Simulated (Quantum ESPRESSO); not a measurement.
# ZnS (F-43m): phonons by linear response

Wanted: phonon bands, density of states and zone-centre response of ZnS (F-43m).

Calculated with Quantum ESPRESSO 7.5; DFT LDA, scalar-relativistic, plane waves, PseudoDojo norm-conserving pseudopotentials.

The database entry behind the starting cell differs from later determinations by our own check (about 0.1 % short), so it need not match the best structure at ambient conditions.

### 1. Set-up

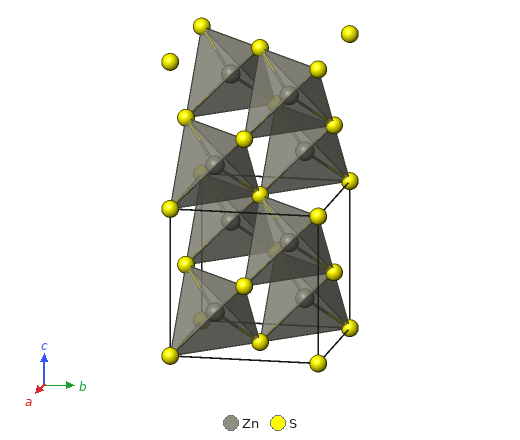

The starting structure, seen slightly off an axis (zinc grey, sulfur yellow). 1×1×2 cells are drawn. This picture shows the conventional cell, with its axes. Bonds to atoms that aren't drawn are left out. Some periodic images of atoms are drawn too.

### 2. A first look

Before anything dear is run, a loose run with smearing shows whether this is a metal and how far the cell is from rest.

Contents of probe.in:

```
 &control
    calculation='scf',
    prefix='x',
    outdir='./tmp',
    pseudo_dir='./pseudo',
    tprnfor=.true.,
    tstress=.true.,
    verbosity='high',
 /
 &system
    ibrav=2,
    celldm(1)=10.21207998,
    nat=2,
    ntyp=2,
    ecutwfc=92.0,
    occupations='smearing',
    smearing='gaussian',
    degauss=0.01,
 /
 &electrons
    conv_thr=1.0d-07,
    mixing_beta=0.7,
    electron_maxstep=100,
 /
ATOMIC_SPECIES
 Zn     65.3800  Zn.upf
 S      32.0600  S.upf
ATOMIC_POSITIONS crystal
 Zn     0.250000000   0.250000000   0.250000000
 S      0.000000000   0.000000000   0.000000000
K_POINTS automatic
 6 6 6 0 0 0
```

The run is started by

```sh
> OMP_NUM_THREADS=1 mpirun -n 4 pw.x -nk 4 -in probe.in > probe.out
```

Output:

```text
[banners, grids, parts of the stress and lines that vanish by symmetry left out]
Program PWSCF v.7.5
     bravais-lattice index     =            2
     lattice parameter (alat)  =      10.2121  a.u.
[...]
kinetic-energy cutoff     =      92.0000  Ry
     charge density cutoff     =     368.0000  Ry
     scf convergence threshold =      1.0E-07
[...]
Exchange-correlation= SLA  PW   NOGX NOGC
                           (   1   4   0   0   0   0   0)
[...]
24 Sym. Ops. (no inversion) found
[...]
(     0          1          0      )
                  (     0          0          1      )
[...]
(  0.0000000  1.0000000  0.0000000 )
                  (  0.0000000  0.0000000  1.0000000 )
[...]
(     1          0         -1      )
                  (     0          0         -1      )
[...]
(  0.0000000  1.0000000  0.0000000 )
[...]
(    -1          0          1      )
                  (    -1          0          0      )
[...]
(  0.0000000  0.0000000  1.0000000 )
                  (  0.0000000 -1.0000000  0.0000000 )
[...]
number of k points=    16  Gaussian smearing, width (Ry)=  0.0100
[...]
End of self-consistent calculation
[...]
the Fermi energy is     8.2189 ev
!    total energy              =    -440.07798021 Ry
[...]
convergence has been achieved in   7 iterations
[...]
atom    1 type  1   force =    -0.00000000    0.00000000   -0.00000000
     atom    2 type  2   force =     0.00000000    0.00000000    0.00000000
[...]
Total force =     0.000000     Total SCF correction =     0.000000
[...]
total   stress  (Ry/bohr**3)                   (kbar)     P=      -43.88
[...]
XML data file, charge density, pseudopotentials, collected wavefunctions

   JOB DONE.
```

Wall time 4.6 s (4 MPI ranks of Intel Xeon Platinum 8375C at 2.90GHz (Ice Lake), shared host).

This step gave:

| Quantity | Value |
| --- | --- |
| volume per atom | 19.73 Å³ |
| pressure | -4.388 GPa |
| gap on the k-mesh | 1.857 eV |

A gap of 1.9 eV opens on this mesh, so the crystal is taken as an insulator; the start stands at -4.4 GPa.

### 3. Relaxing the cell and atoms

The relaxation runs at a cutoff a fifth above that of the response, since stress converges more slowly with the basis than frequencies do. Forces and stress are brought to rest with tight thresholds.

Contents of relax.in:

```
 &control
    calculation='vc-relax',
    prefix='x',
    outdir='./tmp',
    pseudo_dir='./pseudo',
    tprnfor=.true.,
    tstress=.true.,
    forc_conv_thr=2.0d-05,
    etot_conv_thr=1.0d-07,
    nstep=40,
 /
 &system
    ibrav=2,
    celldm(1)=10.21207998,
    nat=2,
    ntyp=2,
    ecutwfc=110,
    occupations='fixed',
    nbnd=15,
 /
 &electrons
    conv_thr=1.0d-11,
    mixing_beta=0.7,
    electron_maxstep=100,
 /
 &ions
 /
 &cell
    press_conv_thr=0.2,
 /
ATOMIC_SPECIES
 Zn     65.3800  Zn.upf
 S      32.0600  S.upf
ATOMIC_POSITIONS crystal
 Zn     0.250000000   0.250000000   0.250000000
 S      0.000000000   0.000000000   0.000000000
K_POINTS automatic
 10 10 10 0 0 0
```

The run is started by

```sh
> OMP_NUM_THREADS=1 mpirun -n 4 pw.x -nk 4 -in relax.in > relax.out
```

Output:

```text
[banners, grids, parts of the stress and lines that vanish by symmetry left out]
[banner, memory and clock lines left out]
Program PWSCF v.7.5

[...]
kinetic-energy cutoff     =     110.0000  Ry
     charge density cutoff     =     440.0000  Ry
     scf convergence threshold =      1.0E-11
[...]
energy convergence thresh.=      1.0E-07
     force convergence thresh. =      2.0E-05
     press convergence thresh. =      2.0E-01
     Exchange-correlation= SLA  PW   NOGX NOGC
                           (   1   4   0   0   0   0   0)
[...]
24 Sym. Ops. (no inversion) found
[...]
number of k points=    47
[...]
End of self-consistent calculation
[...]
highest occupied, lowest unoccupied level (ev):     7.0309    8.8893
!    total energy              =    -440.07827076 Ry
[...]
convergence has been achieved in  10 iterations
[...]
atom    1 type  1   force =     0.00000000    0.00000000    0.00000000
     atom    2 type  2   force =     0.00000000    0.00000000    0.00000000
     Total force =     0.000000     Total SCF correction =     0.000000
[...]
total   stress  (Ry/bohr**3)                   (kbar)     P=      -44.49
[...]
number of bfgs steps    =   0
[...]
CELL_PARAMETERS (alat= 10.21207998)
[...]
ATOMIC_POSITIONS (crystal)
Zn               0.2500000000        0.2500000000        0.2500000000
S                0.0000000000        0.0000000000        0.0000000000
[...]
New effective cutoffs (rho, wfc):  445.84  111.68
[...]
End of self-consistent calculation
[...]
highest occupied, lowest unoccupied level (ev):     7.3657    9.3240
!    total energy              =    -440.07977388 Ry
[...]
convergence has been achieved in   8 iterations
[...]
atom    1 type  1   force =     0.00000000    0.00000000   -0.00000000
     atom    2 type  2   force =     0.00000000    0.00000000    0.00000000
     Total force =     0.000000     Total SCF correction =     0.000000
[...]
total   stress  (Ry/bohr**3)                   (kbar)     P=      -28.95
[...]
number of bfgs steps    =   1
[...]
CELL_PARAMETERS (alat= 10.21207998)
[...]
ATOMIC_POSITIONS (crystal)
Zn               0.2500000000        0.2500000000        0.2500000000
S                0.0000000000        0.0000000000        0.0000000000
[...]
New effective cutoffs (rho, wfc):  456.21  114.27
[...]
End of self-consistent calculation
[...]
highest occupied, lowest unoccupied level (ev):     7.8894   10.0015
!    total energy              =    -440.08073034 Ry
[...]
convergence has been achieved in   8 iterations
[...]
atom    1 type  1   force =    -0.00000000   -0.00000000   -0.00000000
     atom    2 type  2   force =     0.00000000    0.00000000    0.00000000
     Total force =     0.000000     Total SCF correction =     0.000000
[...]
total   stress  (Ry/bohr**3)                   (kbar)     P=       -2.09
[...]
number of bfgs steps    =   2
[...]
CELL_PARAMETERS (alat= 10.21207998)
[...]
ATOMIC_POSITIONS (crystal)
[...]
New effective cutoffs (rho, wfc):  457.01  114.47
[...]
End of self-consistent calculation
[...]
highest occupied, lowest unoccupied level (ev):     7.9304   10.0543
!    total energy              =    -440.08073476 Ry
[...]
convergence has been achieved in   8 iterations
[...]
atom    1 type  1   force =     0.00000000    0.00000000   -0.00000000
     atom    2 type  2   force =    -0.00000000   -0.00000000    0.00000000
     Total force =     0.000000     Total SCF correction =     0.000000
[...]
total   stress  (Ry/bohr**3)                   (kbar)     P=        0.14
[...]
number of bfgs steps    =   3
[...]
CELL_PARAMETERS (alat= 10.21207998)
[...]
ATOMIC_POSITIONS (crystal)
[...]
New effective cutoffs (rho, wfc):  456.96  114.46
[...]
End of self-consistent calculation
[...]
highest occupied, lowest unoccupied level (ev):     7.9278   10.0510
!    total energy              =    -440.08073478 Ry
[...]
convergence has been achieved in   5 iterations
[...]
atom    1 type  1   force =     0.00000000    0.00000000    0.00000000
     atom    2 type  2   force =     0.00000000   -0.00000000   -0.00000000
     Total force =     0.000000     Total SCF correction =     0.000000
[...]
total   stress  (Ry/bohr**3)                   (kbar)     P=       -0.00
[...]
bfgs converged in   5 scf cycles and   4 bfgs steps
[...]
End of BFGS Geometry Optimization
     Final enthalpy           =    -440.0807347762 Ry
     File ./tmp/x.bfgs deleted, as requested
[...]
CELL_PARAMETERS (alat= 10.21207998)
[...]
ATOMIC_POSITIONS (crystal)
Zn               0.2500000000        0.2500000000        0.2500000000
S                0.0000000000        0.0000000000       -0.0000000000
[...]
Final scf calculation at the relaxed structure.
[...]
kinetic-energy cutoff     =     110.0000  Ry
     charge density cutoff     =     440.0000  Ry
     scf convergence threshold =      1.0E-13
[...]
press convergence thresh. =      2.0E-01
     Exchange-correlation= SLA  PW   NOGX NOGC
                           (   1   4   0   0   0   0   0)
[...]
24 Sym. Ops. (no inversion) found
[...]
number of k points=    47
[...]
c_bands:  1 eigenvalues not converged
[...]
End of self-consistent calculation
[...]
highest occupied, lowest unoccupied level (ev):     7.9278   10.0510
!    total energy              =    -440.08073115 Ry
[...]
convergence has been achieved in  12 iterations
[...]
atom    1 type  1   force =    -0.00000000    0.00000000    0.00000000
     atom    2 type  2   force =     0.00000000    0.00000000    0.00000000
     Total force =     0.000000     Total SCF correction =     0.000000
[...]
total   stress  (Ry/bohr**3)                   (kbar)     P=       -0.00
[...]
XML data file, charge density, pseudopotentials, collected wavefunctions
```

It took 72 s on 4 MPI ranks.

Step by step:

| step | energy less that of the first step (eV) | largest force (eV/Å) | pressure (GPa) | volume (Å³) |
| --- | --- | --- | --- | --- |
| 1 | 0.0000 | 0.0000 | -4.45 | 39.45 |
| 2 | -0.0205 | 0.0000 | -2.90 | 38.57 |
| 3 | -0.0335 | 0.0000 | -0.21 | 37.26 |
| 4 | -0.0335 | 0.0000 | 0.01 | 37.16 |
| 5 | -0.0335 | 0.0000 | 0.00 | 37.17 |
| 6 | -0.0335 | 0.0000 | 0.00 | 37.17 |

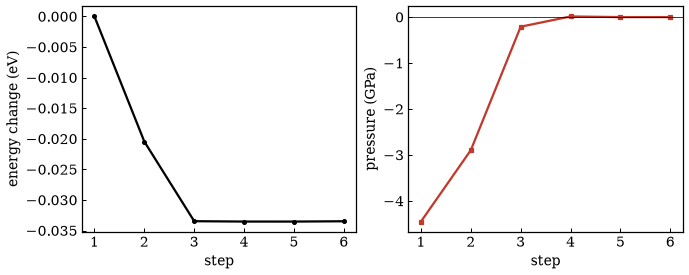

Energy and pressure along the relaxation.

```csv
"conventional cell, symmetrised",before,after,change
a (Å),5.404,5.297,-2.0 %
b (Å),5.404,5.297,-2.0 %
c (Å),5.404,5.297,-2.0 %
volume (Å³/atom),19.73,18.58,-5.8 %
```

Final coordinates:

```
Zn S
1.0
    -2.64874    0.00000    2.64874
     0.00000    2.64874    2.64874
    -2.64874    2.64874    0.00000
Zn S
1 1
Direct
  0.25000 0.25000 0.25000
  0.00000 0.00000 0.00000
```

The last row of the table of steps is pw.x's closing run on a basis chosen anew for the final cell, so its energy can jump.

Numbers from this step:

```
volume per atom   : 18.58 Å³
pressure          : 0 GPa
gap on the k-mesh : 2.123 eV
```

The volume changes by -5.8 % from the cell with which this run began.

### 4. Ground state

Perturbation theory inherits every error of the wavefunctions, so the threshold is set near the limit of the arithmetic. With a gap, occupations are fixed, which also allows the response to an electric field.

Contents of scf.in:

```
 &control
    calculation='scf',
    prefix='x',
    outdir='./tmp',
    pseudo_dir='./pseudo',
    tprnfor=.true.,
    tstress=.true.,
 /
 &system
    ibrav=2,
    celldm(1)=10.01078902,
    nat=2,
    ntyp=2,
    ecutwfc=92.0,
    occupations='fixed',
    nbnd=15,
 /
 &electrons
    conv_thr=1.0d-12,
    mixing_beta=0.7,
    electron_maxstep=100,
 /
ATOMIC_SPECIES
 Zn     65.3800  Zn.upf
 S      32.0600  S.upf
ATOMIC_POSITIONS crystal
 Zn     0.250000000   0.250000000   0.250000000
 S      0.000000000   0.000000000   0.000000000
K_POINTS automatic
 10 10 10 0 0 0
```

The run is started by

```sh
> OMP_NUM_THREADS=1 mpirun -n 4 pw.x -nk 4 -in scf.in > scf.out
```

Output:

```text
[banners, grids, parts of the stress and lines that vanish by symmetry left out]
[banner, memory and clock lines left out]
Program PWSCF v.7.5

[...]
kinetic-energy cutoff     =      92.0000  Ry
     charge density cutoff     =     368.0000  Ry
     scf convergence threshold =      1.0E-12
[...]
Exchange-correlation= SLA  PW   NOGX NOGC
                           (   1   4   0   0   0   0   0)
[...]
24 Sym. Ops. (no inversion) found
[...]
number of k points=    47
[...]
End of self-consistent calculation
[...]
highest occupied, lowest unoccupied level (ev):     7.9278   10.0510
!    total energy              =    -440.08071919 Ry
[...]
convergence has been achieved in  10 iterations
[...]
atom    1 type  1   force =     0.00000000    0.00000000    0.00000000
     atom    2 type  2   force =     0.00000000   -0.00000000    0.00000000
     Total force =     0.000000     Total SCF correction =     0.000000
[...]
total   stress  (Ry/bohr**3)                   (kbar)     P=       -0.01
[...]
XML data file, charge density, pseudopotentials, collected wavefunctions
```

The job ended after 12 s (4 MPI ranks; 45 s of CPU time).

Numbers from this step:

| Property | Result |
| --- | --- |
| pressure | -0.001 GPa |

The cell stands at -0.001 GPa, close enough for phonons.

(Part 1 of 5 ends here.)

[Host names and launcher messages were left out of these logs when they were recorded.]

[Logs are printed without paths, hosts, clocks, repeated set-up lines and the standing remarks that a program may print on its own settings, such as how far it seeks lower states.]

[Hosts, paths, dates, database ids (printed as entryN), source tags and the programs' standing remarks are cut or masked in the printed files.]
